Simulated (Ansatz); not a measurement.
# Geometry relaxation of CuO2 (part 1 of 4)

CuO2 (6 atoms in the cell), computed with DFT r2SCAN+rVV10, scalar-relativistic, plane waves, PAW (Ansatz 0.2.0).

The structure derives from a Materials Project entry. The run did not end well. It belongs to a series of runs on one base structure; here: dispersion relaxed: r2SCAN, rVV10. Figures and captions count atoms from 1; the log counts them from 0 in places.

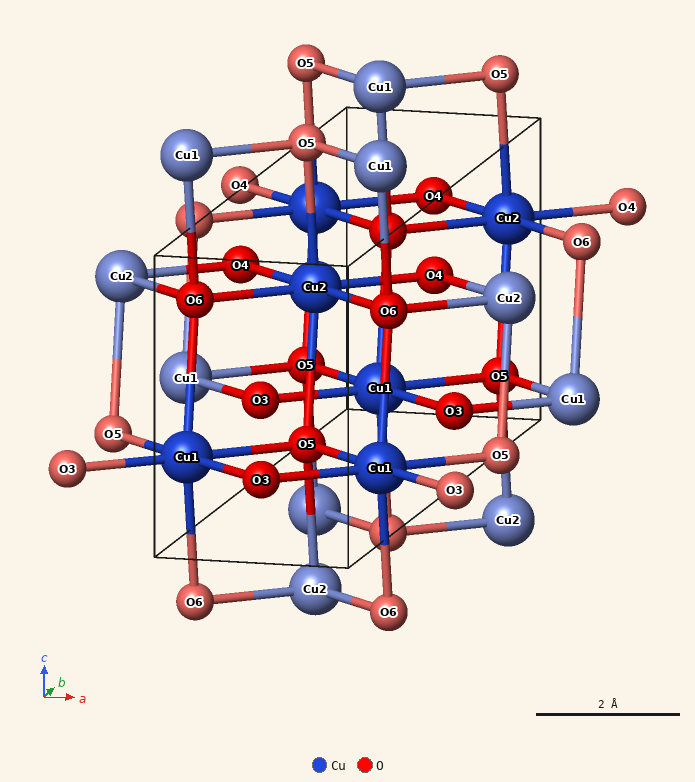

Fig. 1: The structure as given in the input (ball-and-stick view of the cell 2 times as large as that of the calculation, set on its symmetry axes, seen slightly off an axis; neighbours outside the cell are drawn fainter; atoms are numbered from 1 in the order of the input). An atom can appear more than once, as a periodic image.

**The input**
```yaml
crystal:
  lattice:
    - [1.412615, -5.210747, 0.0]
    - [1.412615, 5.210747, 0.0]
    - [0.0, 0.0, 4.343424]
  atoms:
    - { symbol: Cu, position: [0.832747, 0.167253, 0.25] }
    - { symbol: Cu, position: [0.167253, 0.832747, 0.75] }
    - { symbol: O, position: [0.448514, 0.551486, 0.25], spin: 0.38 }
    - { symbol: O, position: [0.551486, 0.448514, 0.75], spin: 0.38 }
    - { symbol: O, position: [0.21103, 0.78897, 0.25] }
    - { symbol: O, position: [0.78897, 0.21103, 0.75] }
basis:
  ecutwfc: 500
kpoints:
  mp_grid: { grid: [14, 14, 8] }
hamiltonian:
  xc: r2scan
  dispersion: rvv10
scf:
  occupations: { method: gaussian, width: 0.1 }
output:
  forces: true
  stress: true
  eigenvalues: true
  populations: true
magnetization:
  spin_polarized: true
relax:
  adjacent_minimum: "off"
  f_tol: 0.01
  max_steps: 60
  cell: { stress_tol: 0.05 }
```

Run on 1 thread of Intel Xeon @ 2.50GHz (Skylake/Cascade Lake), 189 GiB of memory available, shared host.

Command:
```bash
ansatz run input.yaml --threads 1 --pin off --max-ram 2560MiB --backend cpu --events-out ev --progress --plain --runs-dir out
```

**Log**
```
Engine: ansatz 0.2.0, x86_64-unknown-linux-gnu
Pseudopotentials: kind: paw
Pseudopotential: Cu, paw, valence charge 19, recommended cutoff 500 eV (meta_gga), Cu.paw.azcp
Pseudopotential: O, paw, valence charge 6, recommended cutoff 500 eV (meta_gga), O.paw.azcp
Functional definition: r2SCAN+rVV10
  parameter k0 = 0.174
  parameter k1 = 0.065
  parameter a1 = 4.9479
  exchange = r2scan_x(k0 = k0, k1 = k1, a1 = a1)
  correlation = r2scan_c + rvv10(11.95, 0.0093)
Crystal: 6 atoms, lattice volume = 63.942 Å³
Basis set: ecut = 500 eV, 1605 PW (Γ), exchange–correlation on 180×180×144 points (64 copies of the dense FFT grid, shifted against one another)
Bands: 38, of which v1, the nominal top of the filled ones, is band 31 counted from 1 (30 counted from 0)
Symmetry: 8 space group operations
Space group: Cmcm (ITA 63), of the structure as read, at distance tolerance 4.0e-5 Å
Magnetic group: BNS 63.457 (UNI 555), of the structure as read, at distance tolerance 4.0e-5 Å
k-points: 285 of 1568
Non-local potential: Cu, projectors of the file, l = 0: 3, l = 1: 2, l = 2: 3, l = 3: 1
Non-local potential: O, projectors of the file, l = 0: 2, l = 1: 2, l = 2: 1
PAW form: soft (Blöchl's): semilocal exchange-correlation on the pseudo side does not see the compensation charge
rVV10 density: all electrons in the spheres
PAW frozen core: Cu, regenerated for the run's functional (the file was generated under x = pbe(κ = 0.804, μ = 0.2195149727645171), c = pbe(β = 0.06672455060314922))
PAW frozen core: O, regenerated for the run's functional (the file was generated under x = pbe(κ = 0.804, μ = 0.2195149727645171), c = pbe(β = 0.06672455060314922))
PAW one-centre angular grid: Cu, 590 points (default); XC on 160 Gauss nodes
PAW one-centre angular grid: O, 302 points (default); XC on 160 Gauss nodes
Initial density: superposition of atomic densities (chi_scale 0.1, normalization cell, long waves kept (reshape's long-wave potential 0.24 eV rms))
Starting moments: Σ|m| = 0.76 μB on 2 of 6 sites
Initial wavefunctions: pseudopotential atomic-orbital guess
Functional: x = r2scan, c = r2scan + rvv10(b = 11.95, C = 0.0093); τ floored in thin density (d = 2e-4 eV/Å³)
```
